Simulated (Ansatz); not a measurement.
# armchair BAs nanoribbon (N = 3, H edges): bands by functional and under strain, part 4 of 4

Aim: is the armchair BAs nanoribbon (N = 3, H edges) a metal or a semiconductor?

Ansatz 0.2.0; DFT PBE, plane waves, PAW; relaxation of a wire's period (the session's first sound run).

So far, band gap (eV): step 3 (the perfect wire, PBE) 1.37; step 6 (levels at the same atoms, level r2SCAN, cutoff 500 eV, r2SCAN PBE) 1.61; step 7 (levels at the same atoms, level HSE06, cutoff 420 eV, HSE06 PBE) 1.91; step 9 (with spin-orbit coupling, PBE spin-orbit) 1.37; step 10 (strain along the wire, period over the relaxed period 0.94, k-mesh 1×1×11, PBE) 1.21.

## Step 11: Strain along the wire, period over the relaxed period 1.03, k-mesh 1×1×10 (continued)

Level of this step: DFT PBE, plane waves, PAW; relaxation at a fixed period (Ansatz).

The electronic bands at the labelled points (eV, zero at the Fermi level):

| point | band 26 | band 27 | band 28 | band 29 | band 30 | band 31 | band 32 | band 33 |
| --- | --- | --- | --- | --- | --- | --- | --- | --- |
| Γ | -3.09 | -3.01 | -1.47 | -0.72 | 0.72 | 2.08 | 2.69 | 3.26 |
| Z | -3.65 | -2.71 | -2.35 | -1.37 | 1.64 | 2.54 | 2.64 | 2.84 |

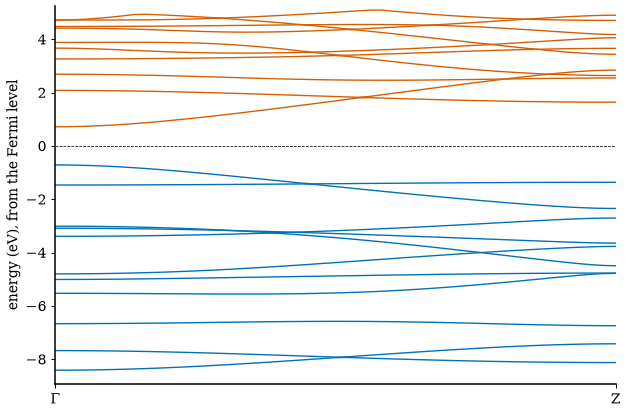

Electronic bands along the path; lines of filled and empty bands in two colours.

The gap is 1.43 eV, against 1.37 eV under PBE at the relaxed period.

## Step 12: A repeat with changed settings

This step: DFT LDA, plane waves, PAW; bands of a perfect wire at the PBE geometry; changed: scf.convergence.dr2_threshold = 1e-06, kpoints.mp_grid.shift = [0.0, 0.0, 0.5] (Ansatz 0.2.0).

The atoms of the band run (LDA) are kept and the input is varied, to see whether the result depends on it.

Input file input.yaml:

```yaml
crystal:
  lattice:
    - [12.993, 0.0, 0.0]
    - [0.0, 7.0, 0.0]
    - [0.0, 0.0, 5.9140757994]
  atoms:
    - { symbol: B, position: [0.369814341, 0.5, 0.001954429] }
    - { symbol: B, position: [0.630177639, 0.5, 0.001954429] }
    - { symbol: As, position: [0.375766649, 0.5, 0.325962373] }
    - { symbol: As, position: [0.624225331, 0.5, 0.325962373] }
    - { symbol: H, position: [0.275960502, 0.5, 0.454242886] }
    - { symbol: H, position: [0.724031478, 0.5, 0.454242886] }
    - { symbol: B, position: [0.49999599, 0.5, 0.50665711] }
    - { symbol: As, position: [0.49999599, 0.5, 0.840919262] }
    - { symbol: H, position: [0.288748765, 0.5, 0.907147363] }
    - { symbol: H, position: [0.711243215, 0.5, 0.907147363] }
kpoints:
  mp_grid: { grid: [1, 1, 11], shift: [0.0, 0.0, 0.5] }
  band_path: { path: ["Γ", Z], npoints: 50 }
scf:
  occupations: { method: fermi_dirac, width: 0.05 }
  convergence: { dr2_threshold: 1.0e-06 }
hamiltonian:
  xc: lda
```

Command:

```sh
ansatz run input.yaml --threads 8 --pin off --max-ram 16384MiB --backend cpu --events-out ev --progress --plain --runs-dir out
```

Numbers of over 12 decimals in the logs are rounded to 6 here.

What it wrote:

```text
[...]
Crystal: 10 atoms, lattice volume = 537.891 Å³
Basis set: ecut = 420 eV, 10559 PW (Γ)
Bands: 39, of which v1, the nominal top of the filled ones, is band 29 counted from 1 (28 counted from 0)
Symmetry: 4 space group operations
[...]
k-points: 6 of 11 (time reversal used)
[...]
SCF iter   1: F=—  HF=-14828.608202 eV  |F-HF|=—  |Δ(HF+E_count)|=         —  Δρ=4.53e-3  dr2=1.37e-1  ethr=1.77e-3  ⟨swp⟩=7.7  Hψ=1112  notcnv=0  defer=3
[...]
SCF iter   7: F=-14828.586479 eV  HF=-14828.586479 eV  |F-HF|=2.06e-7  |Δ(HF+E_count)|=   1.70e-6  Δρ=5.41e-6  dr2=3.19e-7  ethr=1.72e-9  ⟨swp⟩=13.5  Hψ=926  notcnv=0
SCF 1 converged in 7 iterations: F = -14828.586479 eV  dr2 = 3.19e-7
[...]
SCF converged after 7 iterations
Free energy (F): -14828.586479 eV
[...]
Internal energy: -14828.586479 eV  (E = F + TS)
E sigma→0 (E₀):  -14828.586479 eV
Entropy (-TS):   -0.000000 eV (-0.000 meV/atom)
Fermi energy:    -1.882774 eV
[...]
--- Band table (eV; the first three rows and the last of 6) ---
  k-point 0: bands = [... 25 lower, -4.9933, -4.8988, -3.4994, -2.6112, -1.1544, 0.1208, 0.7540, 1.4325, ... 6 higher]
  k-point 1: bands = [... 25 lower, -5.0669, -4.9669, -3.4804, -2.9265, -0.8073, 0.0291, 0.7028, 1.4823, ... 6 higher]
  k-point 2: bands = [... 25 lower, -5.1954, -5.1444, -3.4472, -3.3376, -0.3349, -0.1175, 0.6155, 1.5244, ... 6 higher]
  k-point 5: bands = [... 25 lower, -5.5690, -4.6624, -4.3370, -3.3672, -0.4194, 0.6670, 0.7839, 0.9370, ... 6 higher]
```

The job ended after 2.5 s (8 threads of AMD EPYC 9R45, shared host; peak memory 1.6 GiB; 18 s of CPU time).

Numbers from this step:

```
band gap : 1.349 eV
```

It took 2.5 s against 2.5 s for the run it varies.

The band gap stays within 0.2 % plus 0.001 of the run it varies.

## Step 13: A varied input

This step: DFT LDA, plane waves, PAW; bands of a perfect wire at the PBE geometry; changed: ENCUT = 400, scf.max_iter = 50 (Ansatz 0.2.0).

The input of the band run (LDA) is made doubtful on purpose.

Edit input.yaml of step 12 so:

```diff
@@ -17,3 +17,3 @@
 kpoints:
-  mp_grid: { grid: [1, 1, 11], shift: [0.0, 0.0, 0.5] }
+  mp_grid: { grid: [1, 1, 11] }
   band_path: { path: ["Γ", Z], npoints: 50 }
@@ -21,4 +21,5 @@
   occupations: { method: fermi_dirac, width: 0.05 }
-  convergence: { dr2_threshold: 1.0e-06 }
+  max_iter: 50
 hamiltonian:
   xc: lda
+ENCUT: 400
```

What it wrote:

```text
Error: YAML parse error: error: line 25 column 1: unknown field `ENCUT`, expected one of crystal, accuracy, basis, kpoints, hamiltonian, magnetization, projection, total_charge, correlation, batch, efield, external_charges, scf, relax, neb, saddle, md, ramp, phonons, dielectric, real_time, elastic, magnetic_configurations, gw, evaluate, workflow, output, checkpoint, execution
  --> <input>:25:1
   |
23 | hamiltonian:
24 |   xc: lda
25 | ENCUT: 400
   | ^ unknown field `ENCUT`, expected one of crystal, accuracy, basis, kpoints, hamiltonian, magnetization, projection, total_charge, correlation, batch, efield, external_charges, scf, relax, neb, saddle, md, ramp, phonons, dielectric, real_time, elastic, magnetic_configurations, gw, evaluate, workflow, output, checkpoint, execution
```

The job ended after 0.02 s (8 threads; peak memory 0.031 GiB).

The input was rejected at the start.

The program's message: “Error: YAML parse error: error: line 25 column 1: unknown field `ENCUT`, expected one of crystal, accuracy, basis, kpoints, hamiltonian, magnetization, projection, total_charge, correlation, batch, ef …”

The change that led to it: ENCUT = 400.

## Step 14: Outcome

```
cell length, PBE              : 5.914 Å
conductance, PBE              : 6.1e-12 G₀
gap, PBE                      : 1.37 eV
gap, LDA                      : 1.35 eV
gap, PBEsol                   : 1.37 eV
gap, r2SCAN                   : 1.61 eV
gap, HSE06                    : 1.91 eV
gap, with spin-orbit coupling : 1.37 eV
gap, period scaled by 0.94    : 1.21 eV
gap, period scaled by 1.03    : 1.43 eV
```

Under PBE the cell's length is 5.91 Å, and a gap of 1.37 eV makes it a semiconductor. At the relaxed period the wire is gapped under every functional, from 1.35 eV (LDA) to 1.91 eV (HSE06). Weak screening in one dimension makes quasiparticle gaps larger than the semilocal gaps, as a rule. Strain matters: under PBE the gap goes from 1.37 eV to 1.21 eV at 0.94 times the period and 1.43 eV at 1.03 times the period. Transport is coherent and elastic here: the atoms are frozen, so scattering by vibrations plays no part. A hybrid's gap is read on a coarse mesh, without a band path.

[Logs are printed without paths, hosts, clocks, repeated set-up lines and the standing remarks that a program may print on its own settings, such as how far it seeks lower states.]

[Hosts, paths, dates, database ids (printed as entryN), source tags and the programs' standing remarks are cut or masked in the printed files.]
